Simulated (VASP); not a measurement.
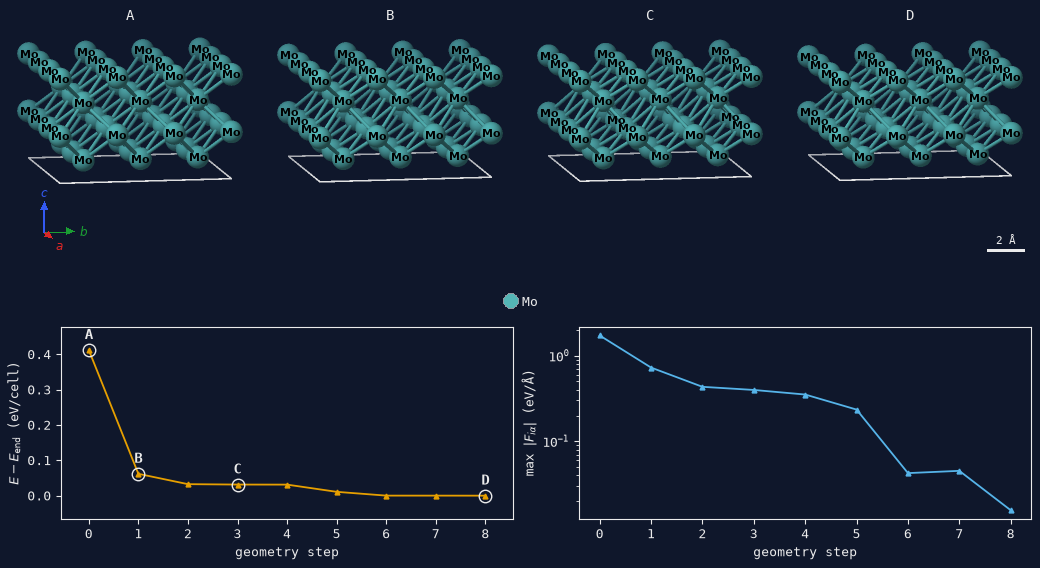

Frames of a relaxation of a slab of composition Mo, marked on the history of the run. Style: ball-and-stick. Shown: the 3 × 3 repeat of the cell, outlined in the plane, without the vacuum, slightly off an axis.

The run lets the atoms move in a fixed cell.

These are results of Kohn-Sham DFT of a periodic cell, PBE, VASP PAW PBE potentials, recommended in VASP 6.6.1, not measurements.

The input:
```
SYSTEM = Mo
PREC = Accurate
ENCUT = 520
EDIFF = 1E-6
ISMEAR = 1
SIGMA = 0.1
LREAL = .False.
LASPH = .True.
NELM = 80
ALGO = Normal
ISIF = 2
LWAVE = .False.
LCHARG = .False.
LDIPOL = .True.
IDIPOL = 3
DIPOL = 0.5 0.5 0.500
GGA = PE
IBRION = 2
NSW = 80
EDIFFG = -0.02
KPAR = 2
```

Launched with:
```bash
cat potpaw_PBE.64/Mo_sv/POTCAR > POTCAR
mpirun -np 2 vasp_std > vasp.out
```

What happens along the run?

The largest moves relative to the layer's centre, 0.16 Å, are those of Mo atoms. The lattice vectors keep their values. Near-neighbour distances that change, for instance: Mo–Mo 2.738 → 2.608 Å, Mo–Mo 3.162 → 3.071 Å, Mo–Mo 2.738 → 2.826 Å. Among the angles between lasting bonds that change: Mo–Mo–Mo 109.5° → 118.1°, Mo–Mo–Mo 70.5° → 74.6°. Over 8 geometry steps the energy falls by 0.412 eV per cell of the calculation. The largest force component goes from 1.7 to 0.016 eV/Å. From step 0 to 1: Mo atoms move most (0.08 Å), energy −0.350 eV per cell of the calculation. From step 1 to 3: Mo atoms move most (0.04 Å), energy −30.4 meV per cell of the calculation. From step 3 to 8: Mo atoms move most (0.05 Å), energy −31.4 meV per cell of the calculation.

| step | E − E(0), meV/atom | largest force component, eV/Å |
| --- | --- | --- |
| 0 | 0.00 | 1.7196 |
| 1 | -87.56 | 0.7256 |
| 2 | -94.87 | 0.4325 |
| 3 | -95.15 | 0.3975 |
| 4 | -95.19 | 0.3514 |
| 5 | -100.30 | 0.2344 |
| 6 | -102.98 | 0.0425 |
| 7 | -102.98 | 0.0452 |
| 8 | -103.01 | 0.0157 |
